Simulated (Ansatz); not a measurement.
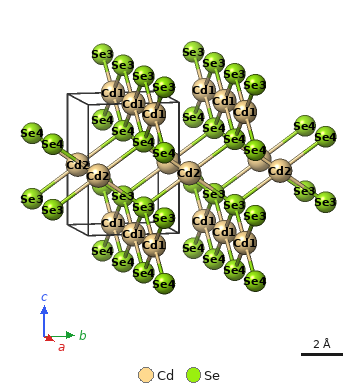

A crystal of CdSe (a generated structure, set up in P4_2/mmc), before the relaxation. Style: ball-and-stick. Shown: the cell of the calculation, repeated 2 × 2 × 1 with one cell outlined, slightly off an axis.

Theory: Ansatz, DFT PBE, scalar-relativistic, plane waves, PAW.

The input:
```yaml
crystal:
  lattice:
    - [4.58054582, 0.0, 0.0]
    - [0.0, 4.58054582, 0.0]
    - [0.0, 0.0, 6.47787002]
  atoms:
    - { symbol: Cd, position: [0.0, 0.5, 0.0] }
    - { symbol: Cd, position: [0.5, 0.0, 0.5] }
    - { symbol: Se, position: [0.5, 0.5, 0.25] }
    - { symbol: Se, position: [0.5, 0.5, 0.75] }
basis:
  ecutwfc: 420
kpoints:
  mp_grid: { grid: [10, 10, 8] }
hamiltonian:
  xc: pbe
scf:
  occupations: { method: gaussian, width: 0.1 }
output:
  forces: true
  stress: true
  eigenvalues: true
relax:
  adjacent_minimum: "off"
  f_tol: 0.01
  max_steps: 80
  cell: { stress_tol: 0.05 }
```

Run as
```bash
ansatz run input.yaml --threads 1 --pin off --max-ram 2048MiB --backend cpu --events-out ev --progress --plain --runs-dir out
```

Predict the outcome.

Answer. The atoms keep their places relative to the cell (all moves are under 0.005 Å). Cell: a = b 4.581 → 4.094 Å (−10.6 %), c 6.478 → 7.356 Å (+13.6 %). Volume −9.3 %. Some distances before and after: Se3–Se4 3.239 → 3.678 Å, Cd1–Se4 2.805 → 2.752 Å, Cd1–Se3 2.805 → 2.752 Å. Bond angles that change, for instance: Se3–Cd1–Se4 70.5° → 83.9°, Se3–Cd1–Se3 109.5° → 96.1°, Cd1–Se3–Cd1 109.5° → 96.1°. The space group stays P4_2/mmc (No. 131). Over 6 accepted moves (8 points after the start) the energy falls by 180 meV per atom. All forces vanish by symmetry, so only the cell relaxes. Pressure: −0.09 GPa at the start and 0.00 GPa at the end. At 2 points the geometry stayed and the basis and grid were re-selected for the new cell (energy shift of 0.1 meV per atom at most each time).

The structure at the end:

```xyz
4
Lattice="4.0943 0.0000 0.0000 0.0000 4.0943 0.0000 0.0000 0.0000 7.3563" Properties=species:S:1:pos:R:3 pbc="T T T"
Cd    0.0000    2.0471    0.0000
Cd    2.0471    0.0000    3.6782
Se    2.0471    2.0471    1.8391
Se    2.0471    2.0471    5.5172
```

The end point in the same view:

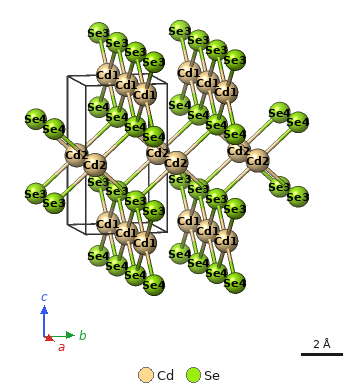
